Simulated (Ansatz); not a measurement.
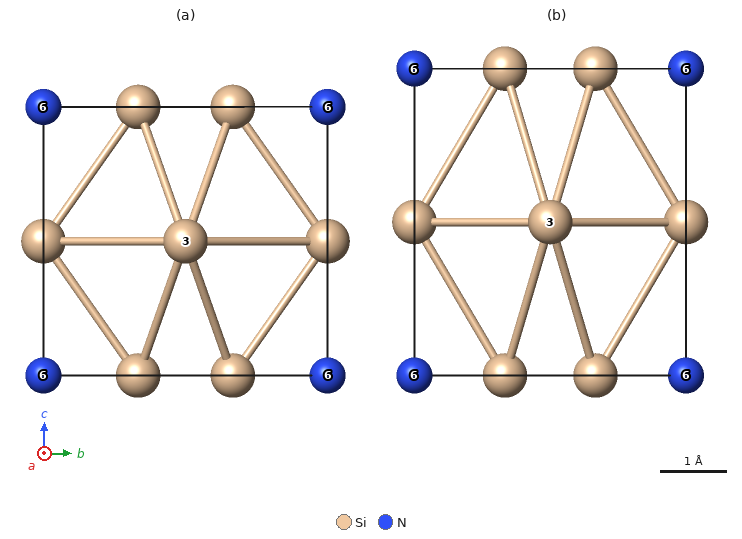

The structure of crystalline Si$_{5}$N (a generated structure, set up in P6/mmm) (coarse preliminary run) before (left) and after (right) a relaxation, at one scale.

A ball-and-stick model of the cell of the calculation, seen along the a axis.

The calculation used DFT PBE, scalar-relativistic, plane waves, PAW (Ansatz).

The input:
```yaml
crystal:
  lattice:
    - [4.97885998, 0.0, 0.0]
    - [-2.48942999, 4.31181923, 0.0]
    - [0.0, 0.0, 4.07560241]
  atoms:
    - { symbol: Si, position: [0.5, 0.0, 0.5] }
    - { symbol: Si, position: [0.5, 0.5, 0.5] }
    - { symbol: Si, position: [0.0, 0.5, 0.5] }
    - { symbol: Si, position: [0.33333333, 0.66666667, 0.0] }
    - { symbol: Si, position: [0.66666667, 0.33333333, 0.0] }
    - { symbol: "N", position: [0.0, 0.0, 0.0], spin: 1.0 }
basis:
  ecutwfc: 420
kpoints:
  mp_grid: { grid: [6, 6, 4] }
hamiltonian:
  xc: pbe
scf:
  occupations: { method: gaussian, width: 0.1 }
  lower_state_search: "off"
output:
  forces: true
  stress: true
  eigenvalues: true
  populations: true
magnetization:
  spin_polarized: true
relax:
  adjacent_minimum: "off"
  f_tol: 0.04
  max_steps: 70
  cell: { stress_tol: 0.4 }
```

Command:
```bash
ansatz run input.yaml --threads 1 --pin off --max-ram 2560MiB --backend cpu --events-out ev --progress --plain --runs-dir out
```

> Describe what moved and what it gained.

No atom moves by more than 0.005 Å relative to the cell. The volume changes by +4.4 %, with a = b 4.979 → 4.759 Å (−4.4 %), c 4.076 → 4.658 Å (+14.3 %). Some distances before and after: Si1–Si4 2.494 → 2.704 Å, Si1–Si2 2.489 → 2.380 Å. Bond angles that change, for instance: Si1–Si4–Si1 109.6° → 118.9°, Si1–Si4–Si2 146.5° → 150.6°. The space group stays P6/mmm (No. 191). The energy falls by 0.593 eV per cell of the calculation in 5 accepted moves (8 points after the start). All forces vanish by symmetry, so only the cell relaxes. The pressure goes from 4.71 to 0.04 GPa. The line search rejected the trial step at point 4 of the run. The SCF was repeated twice at an unchanged geometry on a basis and grid sized afresh for the cell, which shifted the energy by 21.2 meV per cell of the calculation at most. Cost: 67 s on 1 thread of Intel(R) Xeon(R) Processor @ 2.70GHz, on a shared host, peak memory 0.41 GiB.

Limits of the set-up: the k-point mesh is coarse for a cell with partly filled bands.
